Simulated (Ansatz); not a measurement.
```xyz
10
Lattice="3.8453 0.0000 0.0000 0.0000 3.8453 0.0000 0.0000 0.0000 23.6228" Properties=species:S:1:pos:R:3 pbc="T T T"
Ti    1.9227    1.9227    7.5000
Al    0.0000    0.0000    7.5000
Al    0.0000    1.9227    9.6556
Al    1.9227    0.0000    9.6556
Ti    0.0000    0.0000   11.8114
Al    1.9227    1.9227   11.8114
Al    1.9227    0.0000   13.9672
Al    0.0000    1.9227   13.9672
Ti    1.9227    1.9227   16.1228
Al    0.0000    0.0000   16.1228
```

Not relaxed (largest force 0.3 eV/Å); computed without spin polarisation.

All numbers below come from Ansatz, DFT PBE, scalar-relativistic, plane waves, PAW.

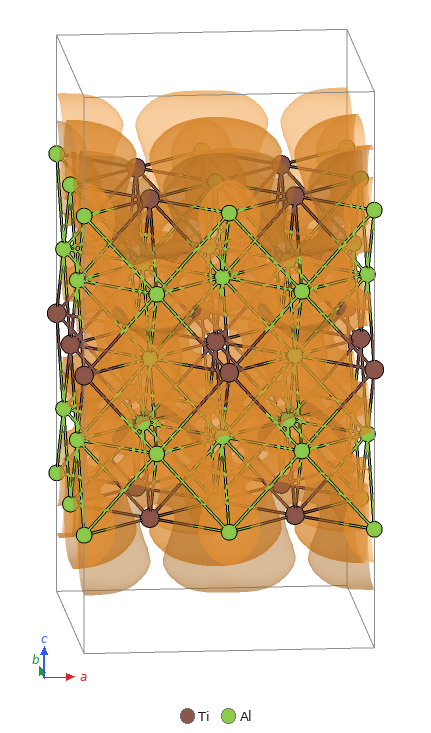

Ti$_{3}$Al$_{7}$ (slab). Isosurface of the electron localisation function at 0.6 (orange), seen at an oblique angle. Only the valence region is drawn (cores and ρ < 0.01 e/Å³ removed). Sticks mark near contacts.

### Describe the localisation domains.

The surface consists of sheets that run through the cell in two directions, counted in one cell of 10 atoms. Counts are for one cell; the picture repeats the cell along the surface.

Values along the shortest contacts:
Ti–Al (2.72 Å): the ELF is about 0.40 at the midpoint. Al–Al (2.72 Å): the ELF peaks at about 0.70 between the atoms.
